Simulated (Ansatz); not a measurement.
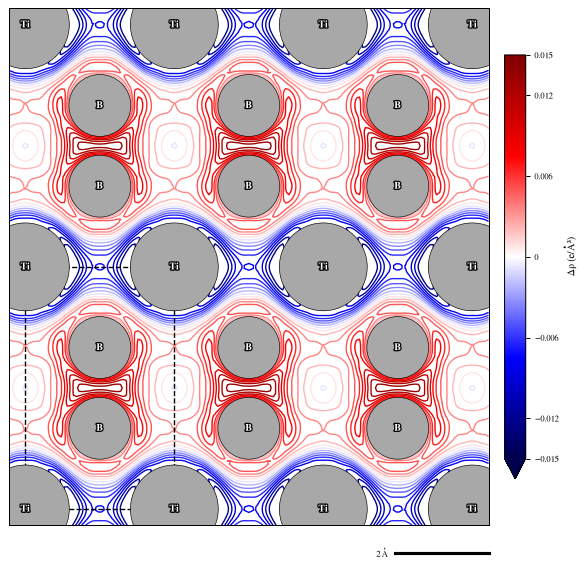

TiB2. Difference of the valence pseudo-densities of two functionals at the same geometry, on the (110) plane of the calculation cell: one of PBEsol and r2SCAN less the other.

Both computed with Ansatz (plane waves, PAW), on the same k-point mesh. Grey discs cover the atomic cores.

### Which was subtracted from which, and what does the map show?

It is r2SCAN less PBEsol. Against PBEsol, r2SCAN gives less density around Ti (−0.007 e/Å³ on average at 1.1 Å from the nucleus), more density around B (+0.009 e/Å³ on average at 0.8 Å from the nucleus), more density in the space between the atoms (+0.004 e/Å³ on average) and a change of +0.014 e/Å³ at the midpoint of B–B and −0.004 e/Å³ at the midpoint of Ti–B.
